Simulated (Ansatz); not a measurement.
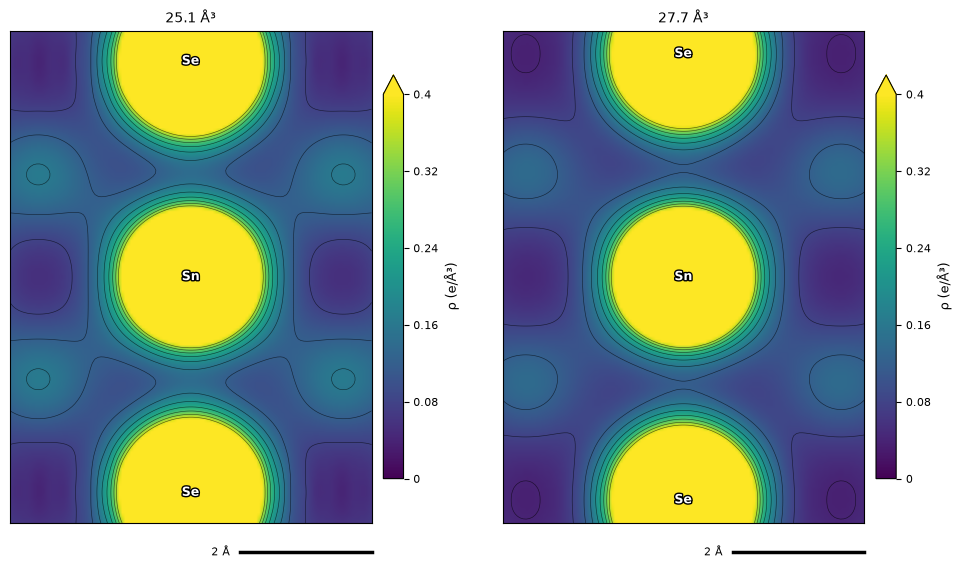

Sn3Se. The valence charge density (pseudo) of cells scaled evenly to different volumes (given per atom above each panel), on the (101) plane of each (indices in the axes of the cell below), at one length scale and on one colour scale.

A structure from a database of computed crystals, not necessarily the ambient phase.

All numbers below come from Ansatz 0.2.0, Kohn-Sham DFT of a periodic cell, r2SCAN, Ansatz PAW.

The largest cell:

```
Sn Se
1.0
     4.80428    0.00000    0.00000
     0.00000    4.80428    0.00000
     0.00000    0.00000    4.80428
Sn Se
3 1
Direct
  0.50000 0.50000 0.00000
  0.50000 0.00000 0.50000
  0.00000 0.50000 0.50000
  0.00000 0.00000 0.00000
```

| volume (Å³/atom) | Sn–Se contact in the plane (Å) | ρ at its midpoint (e/Å³) | pressure (GPa) | 
| --- | --- | --- | --- |
| 25.06 | 3.285 | 0.142 | 2.7 | 
| 27.19 | 3.375 | ? | ? | 
| 27.72 | 3.397 | 0.119 | −2.3 | 

Q: Estimate the missing row, and compare with the calculation.

A: Over the known rows ln ρ falls by 1.58 per Å of Sn–Se distance (the line through the two), which gives 0.123 e/Å³ at 3.375 Å; the calculation gives 0.123 e/Å³. For the pressure, a straight line in volume between the neighbouring rows gives −1.3 GPa; the calculation gives −1.5.
